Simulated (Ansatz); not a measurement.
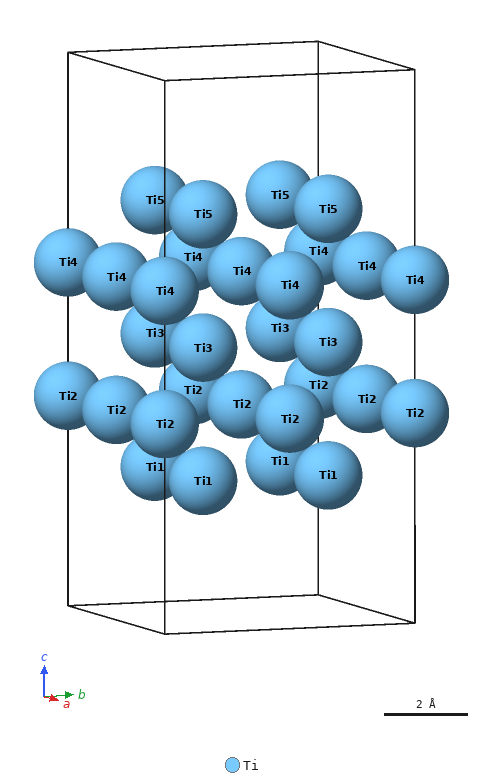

The starting structure (spheres-only view of the 2 × 2 repeat of the cell, with the vacuum cut short, seen slightly off an axis; atoms are numbered from 1 in the order of the input). An atom can appear more than once, as a periodic image.

Geometry relaxation, with input and output: Ti (part 1 of 3)

Ti (slab, 5 atoms in the cell), computed with DFT r2SCAN, scalar-relativistic, plane waves, PAW, no spin polarisation (Ansatz 0.2.0).

The structure derives from an entry of the Crystallography Open Database. The input holds or restrains some coordinates. Forces given for the steps count only the free coordinates. It belongs to a series of runs on one base structure; here: clean slab, lower half held. Figures and captions count atoms from 1; the log counts them from 0 in places.

## Input
```yaml
crystal:
  lattice:
    - [3.2517897414, 0.0, 0.0]
    - [0.0, 3.2517897414, 0.0]
    - [0.0, 0.0, 23.5035794827]
  atoms:
    - { symbol: Ti, position: [0.5, 0.5, 0.3616470422] }
    - { symbol: Ti, position: [0.0, 0.0, 0.4308235211] }
    - { symbol: Ti, position: [0.5, 0.5, 0.5] }
    - { symbol: Ti, position: [0.0, 0.0, 0.5691764789] }
    - { symbol: Ti, position: [0.5, 0.5, 0.6383529578] }
basis:
  ecutwfc: 500
kpoints:
  mp_grid: { grid: [9, 9, 1] }
hamiltonian:
  xc: r2scan
scf:
  occupations: { method: gaussian, width: 0.1 }
output:
  forces: true
  eigenvalues: true
  write_density: true
  write_potential: true
  elf: true
  volumetric_format: npy
relax:
  adjacent_minimum: "off"
  f_tol: 0.03
  max_steps: 70
  constraints: [{ sites: [0, 1] }]
efield:
  axis: 3
  dipole_correction: true
  ramp_width: 0.04
```

Run on 2 threads of Intel Xeon (Granite Rapids), 192 GiB of memory available, shared host.

Launch command:
```bash
ansatz run input.yaml --threads 2 --pin off --max-ram 5120MiB --backend cpu --events-out ev --progress --plain --runs-dir out
```

## The program's output
```
Engine: ansatz 0.2.0, x86_64-unknown-linux-gnu
Pseudopotentials: kind: paw
Pseudopotential: Ti, paw, valence charge 12, recommended cutoff 500 eV (meta_gga), Ti.paw.azcp
Functional definition: r2SCAN
  parameter k0 = 0.174
  parameter k1 = 0.065
  parameter a1 = 4.9479
  exchange = r2scan_x(k0 = k0, k1 = k1, a1 = a1)
  correlation = r2scan_c
Crystal: 5 atoms, lattice volume = 248.530 Å³
Basis set: ecut = 500 eV, 6281 PW (Γ), exchange–correlation on 96×96×720 points (64 copies of the dense FFT grid, shifted against one another)
Bands: 36, of which v1, the nominal top of the filled ones, is band 30 counted from 1 (29 counted from 0)
Symmetry: 8 space group operations
k-points: 15 of 81
Non-local potential: Ti, projectors of the file, l = 0: 3, l = 1: 2, l = 2: 3, l = 3: 1
PAW form: soft (Blöchl's): semilocal exchange-correlation on the pseudo side does not see the compensation charge
PAW frozen core: Ti, regenerated for the run's functional (the file was generated under x = pbe(κ = 0.804, μ = 0.2195149727645171), c = pbe(β = 0.06672455060314922))
PAW one-centre angular grid: Ti, 590 points (default); XC on 160 Gauss nodes
Initial density: superposition of atomic densities (neutral atoms: chi_scale 0, normalization atom), corrected by the library's trained network
Initial wavefunctions: pseudopotential atomic-orbital guess
Functional: x = r2scan, c = r2scan; τ floored in thin density (d = 2e-4 eV/Å³)
SCF iter   1: F=—  HF=-12518.929865 eV  |F-HF|=—  |Δ(HF+E_count)|=         —  Δρ=1.60e-2  dr2=3.35e0  dr2_τ=6.73e-2  ethr=1.77e-3  p=0.000 e·Å  D=1.64e-13 V/Å  ΔV_dip=-0.00 eV  dr2_dipole=2.87e-8  V_vac-E_F(+/−)=3.36/3.36 eV  ⟨swp⟩=8.5  Hψ=2537  notcnv=0
efield: sawtooth ramp at fractional position 0.9800 (placed from the atoms, in the widest stretch of the axis that holds none; the zero of the levels goes with the place), width 0.0400; the density the first Hamiltonian is built on has a dipole p = 0.000 e·Å; the dipole correction subtracts the counter field D = 1.64e-13 V/Å, which shifts the + side's vacuum level by -0.00 eV against the − side's; the planar-averaged density in the ramp window peaks in size at 3.2e-5 e/Å³
preconditioner: auto → LDOS  [metal: Δε(μ)=0.015 eV  Ē_g=2.249 eV  σ=0.100 eV  W_gap=0.08  n_scr=44 (ndim 8)  ℏωp=10.5 eV  f_vac=0.561  D(μ)=9.41/eV (n_scr^D=70)  β→1.0]
SCF iter   2: F=—  HF=-12518.909349 eV  |F-HF|=—  |Δ(HF+E_count)|=   2.05e-2  Δρ=8.15e-3  dr2=2.41e-1  dr2_τ=3.08e-2  ethr=1.77e-3  p=0.000 e·Å  D=1.71e-6 V/Å  ΔV_dip=-0.00 eV  dr2_dipole=5.47e-7  V_vac-E_F(+/−)=3.16/3.16 eV  ⟨swp⟩=3.9  Hψ=1262  notcnv=0  defer=6
SCF iter   3: F=—  HF=-12518.911114 eV  |F-HF|=—  |Δ(HF+E_count)|=   1.76e-3  Δρ=2.71e-3  dr2=3.70e-2  dr2_τ=8.00e-4  ethr=4.01e-4  p=0.000 e·Å  D=1.76e-6 V/Å  ΔV_dip=-0.00 eV  dr2_dipole=2.59e-8  V_vac-E_F(+/−)=3.20/3.20 eV  ⟨swp⟩=3.2  Hψ=1143  notcnv=0  defer=6
SCF iter   4: F=—  HF=-12518.908088 eV  |F-HF|=—  |Δ(HF+E_count)|=   3.03e-3  Δρ=7.19e-4  dr2=2.13e-3  dr2_τ=4.57e-5  ethr=6.17e-5  p=0.000 e·Å  D=8.86e-7 V/Å  ΔV_dip=-0.00 eV  dr2_dipole=5.80e-9  V_vac-E_F(+/−)=3.20/3.20 eV  ⟨swp⟩=2.0  Hψ=734  notcnv=0  defer=6
SCF iter   5: F=—  HF=-12518.908440 eV  |F-HF|=—  |Δ(HF+E_count)|=   3.52e-4  Δρ=3.25e-4  dr2=3.66e-4  dr2_τ=7.23e-6  ethr=3.55e-6  p=0.000 e·Å  D=4.74e-7 V/Å  ΔV_dip=-0.00 eV  dr2_dipole=8.25e-11  V_vac-E_F(+/−)=3.20/3.20 eV  ⟨swp⟩=2.1  Hψ=702  notcnv=0  defer=6
SCF iter   6: F=—  HF=-12518.908420 eV  |F-HF|=—  |Δ(HF+E_count)|=   2.01e-5  Δρ=1.30e-4  dr2=7.60e-5  dr2_τ=1.26e-6  ethr=6.10e-7  p=-0.000 e·Å  D=-3.02e-9 V/Å  ΔV_dip=0.00 eV  dr2_dipole=3.68e-12  V_vac-E_F(+/−)=3.20/3.20 eV  ⟨swp⟩=2.1  Hψ=937  notcnv=0  defer=6
SCF iter   7: F=-12518.908407 eV  HF=-12518.908423 eV  |F-HF|=1.68e-5  |Δ(HF+E_count)|=   3.42e-6  Δρ=6.08e-5  dr2=2.11e-5  dr2_τ=2.59e-7  ethr=3.75e-8  p=-0.000 e·Å  D=-4.93e-8 V/Å  ΔV_dip=0.00 eV  dr2_dipole=2.63e-15  V_vac-E_F(+/−)=3.21/3.21 eV  ⟨swp⟩=18.8  Hψ=5937  notcnv=0
SCF 1 converged in 7 iterations: F = -12518.908407 eV  dr2 = 2.11e-5
  greatest PAW one-centre occupation: 1.000 electrons in one spin orbital (limit 2), on the Ti atom at site 2 (counted from 0), in its partial waves of l = 1
relax step   1: F+E_penalty+E_count = -12518.90840674 eV  Δ(F+E_penalty+E_count) = +0.000e0 eV  max|allowed force component| = 5.349e-1 eV/Å  Δτ_max = 0.0000 Å  (7 SCF iters, dr2 threshold 2.25e-5 eV, accepted)
Initial density: handed on by an earlier stage of this run
Initial wavefunctions: those handed on with the density
SCF iter   1: F=—  HF=-12518.718073 eV  |F-HF|=—  |Δ(HF+E_count)|=         —  Δρ=1.38e-2  dr2=2.43e0  dr2_τ=2.20e0  ethr=3.10e-3  p=-0.000 e·Å  D=-2.25e-7 V/Å  ΔV_dip=0.00 eV  dr2_dipole=2.78e-2  V_vac-E_F(+/−)=3.32/3.32 eV  ⟨swp⟩=5.3  Hψ=1464  notcnv=0  defer=2
efield: sawtooth ramp at fractional position 0.9800 (handed on by an earlier solve), width 0.0400; the density the first Hamiltonian is built on has a dipole p = -0.000 e·Å; the dipole correction subtracts the counter field D = -2.25e-7 V/Å, which shifts the + side's vacuum level by +0.00 eV against the − side's; the planar-averaged density in the ramp window peaks in size at 2.2e-6 e/Å³
preconditioner: auto → LDOS  [metal: Δε(μ)=0.005 eV  Ē_g=2.211 eV  σ=0.100 eV  W_gap=0.03  n_scr=44 (ndim 8)  ℏωp=10.5 eV  f_vac=0.573  D(μ)=11.36/eV (n_scr^D=108)  β→1.0]
SCF iter   2: F=—  HF=-12518.916419 eV  |F-HF|=—  |Δ(HF+E_count)|=   1.98e-1  Δρ=4.61e-3  dr2=1.29e-1  dr2_τ=1.29e-2  ethr=3.10e-3  p=0.016 e·Å  D=1.20e-2 V/Å  ΔV_dip=-0.28 eV  dr2_dipole=4.53e-2  V_vac-E_F(+/−)=2.93/3.21 eV  ⟨swp⟩=2.3  Hψ=764  notcnv=0  defer=7
SCF iter   3: F=—  HF=-12518.926748 eV  |F-HF|=—  |Δ(HF+E_count)|=   1.03e-2  Δρ=1.92e-3  dr2=3.69e-2  dr2_τ=3.09e-4  ethr=2.15e-4  p=0.004 e·Å  D=2.97e-3 V/Å  ΔV_dip=-0.07 eV  dr2_dipole=4.10e-3  V_vac-E_F(+/−)=3.14/3.21 eV  ⟨swp⟩=2.3  Hψ=763  notcnv=0  defer=8
SCF iter   4: F=—  HF=-12518.927778 eV  |F-HF|=—  |Δ(HF+E_count)|=   1.03e-3  Δρ=9.80e-4  dr2=3.93e-3  dr2_τ=1.11e-4  ethr=6.15e-5  p=0.001 e·Å  D=8.36e-4 V/Å  ΔV_dip=-0.02 eV  dr2_dipole=5.48e-4  V_vac-E_F(+/−)=3.19/3.21 eV  ⟨swp⟩=2.0  Hψ=694  notcnv=0  defer=8
SCF iter   5: F=—  HF=-12518.927267 eV  |F-HF|=—  |Δ(HF+E_count)|=   5.11e-4  Δρ=2.77e-4  dr2=5.35e-4  dr2_τ=6.26e-6  ethr=6.55e-6  p=-0.001 e·Å  D=-5.66e-4 V/Å  ΔV_dip=0.01 eV  dr2_dipole=3.16e-5  V_vac-E_F(+/−)=3.22/3.21 eV  ⟨swp⟩=2.0  Hψ=892  notcnv=0  defer=8
SCF iter   6: F=—  HF=-12518.927276 eV  |F-HF|=—  |Δ(HF+E_count)|=   9.04e-6  Δρ=1.30e-4  dr2=8.86e-5  dr2_τ=1.92e-6  ethr=8.91e-7  p=-0.002 e·Å  D=-1.18e-3 V/Å  ΔV_dip=0.03 eV  dr2_dipole=1.20e-5  V_vac-E_F(+/−)=3.23/3.21 eV  ⟨swp⟩=2.0  Hψ=632  notcnv=0  defer=8
SCF iter   7: F=-12518.927271 eV  HF=-12518.927278 eV  |F-HF|=7.07e-6  |Δ(HF+E_count)|=   2.52e-6  Δρ=3.34e-5  dr2=8.25e-6  dr2_τ=1.52e-7  ethr=2.98e-8  p=-0.003 e·Å  D=-1.94e-3 V/Å  ΔV_dip=0.05 eV  dr2_dipole=8.21e-7  V_vac-E_F(+/−)=3.25/3.21 eV  ⟨swp⟩=20.1  Hψ=6110  notcnv=0
SCF 2 converged in 7 iterations: F = -12518.927271 eV  dr2 = 8.25e-6
  greatest PAW one-centre occupation: 1.000 electrons in one spin orbital (limit 2), on the Ti atom at site 3 (counted from 0), in its partial waves of l = 1
relax step   2: F+E_penalty+E_count = -12518.92727135 eV  Δ(F+E_penalty+E_count) = -1.886e-2 eV  max|allowed force component| = 4.317e-1 eV/Å  Δτ_max = 0.1930 Å  (7 SCF iters, dr2 threshold 1.79e-5 eV, accepted)
SCF iter   1: F=—  HF=-12518.879168 eV  |F-HF|=—  |Δ(HF+E_count)|=         —  Δρ=6.08e-3  dr2=1.02e0  dr2_τ=1.38e-1  ethr=2.34e-3  p=-0.003 e·Å  D=-1.94e-3 V/Å  ΔV_dip=0.05 eV  dr2_dipole=2.78e-1  V_vac-E_F(+/−)=3.24/3.19 eV  ⟨swp⟩=3.1  Hψ=996  notcnv=0  defer=5
efield: sawtooth ramp at fractional position 0.9800 (handed on by an earlier solve), width 0.0400; the density the first Hamiltonian is built on has a dipole p = -0.003 e·Å; the dipole correction subtracts the counter field D = -1.94e-3 V/Å, which shifts the + side's vacuum level by +0.05 eV against the − side's; the planar-averaged density in the ramp window peaks in size at 1.3e-6 e/Å³
preconditioner: auto → LDOS  [metal: Δε(μ)=0.043 eV  Ē_g=2.171 eV  σ=0.100 eV  W_gap=0.24  n_scr=44 (ndim 8)  ℏωp=10.5 eV  f_vac=0.569  D(μ)=11.10/eV (n_scr^D=100)  β→1.0]
SCF iter   2: F=—  HF=-12518.940150 eV  |F-HF|=—  |Δ(HF+E_count)|=   6.10e-2  Δρ=1.80e-3  dr2=1.55e-2  dr2_τ=2.00e-3  ethr=1.70e-3  p=0.000 e·Å  D=1.06e-6 V/Å  ΔV_dip=-0.00 eV  dr2_dipole=6.60e-4  V_vac-E_F(+/−)=3.21/3.21 eV  ⟨swp⟩=1.5  Hψ=675  notcnv=0  defer=5
SCF iter   3: F=—  HF=-12518.942723 eV  |F-HF|=—  |Δ(HF+E_count)|=   2.57e-3  Δρ=9.68e-4  dr2=1.06e-2  dr2_τ=1.14e-4  ethr=2.59e-5  p=-0.000 e·Å  D=-2.58e-4 V/Å  ΔV_dip=0.01 eV  dr2_dipole=1.12e-3  V_vac-E_F(+/−)=3.21/3.21 eV  ⟨swp⟩=2.7  Hψ=961  notcnv=0  defer=5
SCF iter   4: F=—  HF=-12518.942307 eV  |F-HF|=—  |Δ(HF+E_count)|=   4.16e-4  Δρ=4.84e-4  dr2=1.83e-3  dr2_τ=2.31e-5  ethr=1.76e-5  p=-0.001 e·Å  D=-5.99e-4 V/Å  ΔV_dip=0.01 eV  dr2_dipole=1.57e-4  V_vac-E_F(+/−)=3.22/3.21 eV  ⟨swp⟩=2.3  Hψ=689  notcnv=0  defer=5
SCF iter   5: F=—  HF=-12518.942273 eV  |F-HF|=—  |Δ(HF+E_count)|=   3.33e-5  Δρ=1.57e-4  dr2=1.19e-4  dr2_τ=1.37e-6  ethr=3.05e-6  p=-0.001 e·Å  D=-8.01e-4 V/Å  ΔV_dip=0.02 eV  dr2_dipole=1.79e-6  V_vac-E_F(+/−)=3.23/3.21 eV  ⟨swp⟩=1.9  Hψ=581  notcnv=0  defer=5
SCF iter   6: F=—  HF=-12518.942279 eV  |F-HF|=—  |Δ(HF+E_count)|=   5.48e-6  Δρ=6.09e-5  dr2=2.13e-5  dr2_τ=6.50e-7  ethr=1.99e-7  p=-0.001 e·Å  D=-9.52e-4 V/Å  ΔV_dip=0.02 eV  dr2_dipole=3.71e-6  V_vac-E_F(+/−)=3.23/3.21 eV  ⟨swp⟩=2.0  Hψ=697  notcnv=0  defer=6
SCF iter   7: F=-12518.942276 eV  HF=-12518.942279 eV  |F-HF|=2.60e-6  |Δ(HF+E_count)|=   1.24e-7  Δρ=2.07e-5  dr2=2.85e-6  dr2_τ=2.88e-8  ethr=1.94e-8  p=-0.001 e·Å  D=-9.96e-4 V/Å  ΔV_dip=0.02 eV  dr2_dipole=2.70e-7  V_vac-E_F(+/−)=3.23/3.21 eV  ⟨swp⟩=17.6  Hψ=5380  notcnv=0
SCF 3 converged in 7 iterations: F = -12518.942276 eV  dr2 = 2.85e-6
relax step   3: F+E_penalty+E_count = -12518.94227624 eV  Δ(F+E_penalty+E_count) = -1.500e-2 eV  max|allowed force component| = 1.291e-1 eV/Å  Δτ_max = 0.0401 Å  (7 SCF iters, dr2 threshold 1.16e-5 eV, accepted)
iter 1 solved again at ethr=2.47e-3 eV; its pass at ethr=3.10e-3 eV (dr2=1.48e0 eV) is discarded
```
